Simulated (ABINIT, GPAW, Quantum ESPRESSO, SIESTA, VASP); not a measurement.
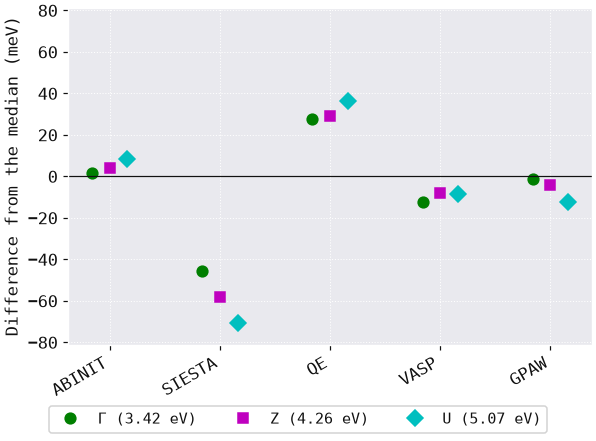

Lowest conduction level at each named k point, counted from the valence-band top at Γ, for HfO₂, space group Pnma (No. 62), 12 atoms in the cell; a = 5.56 Å, b = 3.33 Å, c = 6.50 Å, α = 90.00°, β = 90.00°, γ = 90.00°. Five programs ran PBE (no spin polarisation, no spin-orbit coupling) on the same cell and 5×8×4 k mesh. The plot shows each result less the median of the plane-wave runs, which the legend gives. In reduced coordinates of the cell that was run, Z is (0, 0, −0.5) and U is (0, −0.5, −0.5).

Question: What spread should one expect between these programs?

Answer: The plane-wave programs (GPAW, VASP, Quantum ESPRESSO and ABINIT) agree within 49 meV at these points; their potentials differ as well, also in the shells treated as valence. SIESTA departs by up to −70 meV (at U).

| program | kind | valence electrons | Γ (eV) | Z (eV) | U (eV) |
| --- | --- | --- | --- | --- | --- |
| ABINIT | plane waves | 96 | 3.417 | 4.268 | 5.081 |
| SIESTA | local basis | 96 | 3.370 | 4.206 | 5.002 |
| Quantum ESPRESSO | plane waves | 96 | 3.443 | 4.293 | 5.109 |
| VASP | plane waves | 88 | 3.403 | 4.256 | 5.064 |
| GPAW | plane waves | 96 | 3.414 | 4.260 | 5.060 |

Settings. JTH PAW PBE v2.0, 626 eV cutoff, Fermi-Dirac smearing of 0.05 eV (ABINIT 10.8.3 (patched build)). PseudoDojo 0.4 standard (PBE files), Fermi-Dirac smearing of 0.05 eV (SIESTA 5.4.2). SSSP 1.3 efficiency PBE, 816 eV cutoff, Fermi-Dirac smearing of 0.05 eV (Quantum ESPRESSO 7.5). VASP PAW PBE potentials, release 64 (Hf_pv, O), 520 eV cutoff, Fermi-Dirac smearing of 0.05 eV (VASP 6.6.1). GPAW PAW data sets (gpaw-data 1.2.1), 800 eV cutoff, Fermi-Dirac smearing of 0.05 eV (GPAW).

Spin-orbit coupling is left out, which matters for Hf. LDA, GGA and most meta-GGA functionals understate gaps. The usual form of HfO2 is monoclinic. SIESTA: the basis of atomic orbitals isn't converged, which shifts gaps and empty levels.
